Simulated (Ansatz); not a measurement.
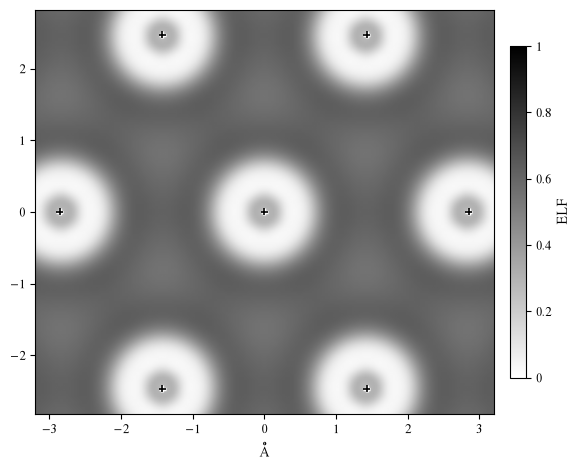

The electron localisation function on a plane through atoms (crosses mark nuclei in the plane).

Computed with DFT, PBE, PAW, plane waves, scalar-relativistic (Ansatz).

Candidates:
A. Ti, a = 3.28 Å, b = 3.28 Å, c = 3.28 Å, α = 90.00°, β = 90.00°, γ = 90.00°. Space group Im-3m; computed pressure about −3 GPa in this cell; computed without spin polarisation.
B. Al, a = 4.03 Å, b = 4.03 Å, c = 4.03 Å, α = 90.00°, β = 90.00°, γ = 90.00°. Space group Fm-3m; computed without spin polarisation.
C. MgO, a = 4.41 Å, b = 4.41 Å, c = 4.41 Å, α = 90.00°, β = 90.00°, γ = 90.00°. Space group Fm-3m; computed pressure about −13 GPa in this cell.

Which candidate gave the map?

Answer. Candidate B: Al on the (111) plane of the conventional cell, which holds Al. Al–Al (2.85 Å): the ELF peaks at about 0.65 between the atoms.
